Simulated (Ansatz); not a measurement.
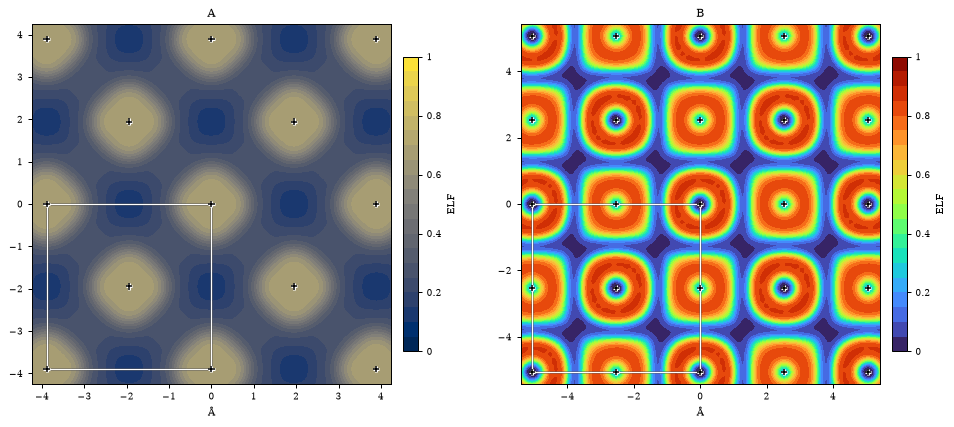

The ELF of 2 systems, each on a plane through atoms (crosses mark nuclei in the plane).

These are results of DFT LDA, scalar-relativistic, plane waves, PAW (Ansatz), not measurements.

System 1: SrO, the (100) plane of the conventional cell. Space group Fm-3m.

```cif
data_structure
_symmetry_space_group_name_H-M 'P 1'
_symmetry_Int_Tables_number 1
_cell_length_a 5.0644
_cell_length_b 5.0644
_cell_length_c 5.0644
_cell_angle_alpha 90.000
_cell_angle_beta 90.000
_cell_angle_gamma 90.000
_cell_volume 129.89
loop_
_atom_site_label
_atom_site_type_symbol
_atom_site_fract_x
_atom_site_fract_y
_atom_site_fract_z
_atom_site_occupancy
Sr1 Sr 0.50000 0.00000 0.00000 1
Sr2 Sr 0.00000 0.50000 0.00000 1
Sr3 Sr 0.00000 0.00000 0.50000 1
Sr4 Sr 0.50000 0.50000 0.50000 1
O1 O 0.00000 0.00000 0.00000 1
O2 O 0.50000 0.50000 0.00000 1
O3 O 0.50000 0.00000 0.50000 1
O4 O 0.00000 0.50000 0.50000 1
```

System 2: Pt, the (010) plane of the conventional cell. Space group Fm-3m.

Which map belongs to which system?

Panel A is system 2, Pt: the plane holds Pt. Pt–Pt (2.75 Å): the ELF is about 0.30 at the midpoint; no shared electron pair shows on this line. Panel B is system 1, SrO: the plane holds Sr and O. Sr–O (2.53 Å): the ELF is about 0.10 at the midpoint; an ionic contact with no shared pair.
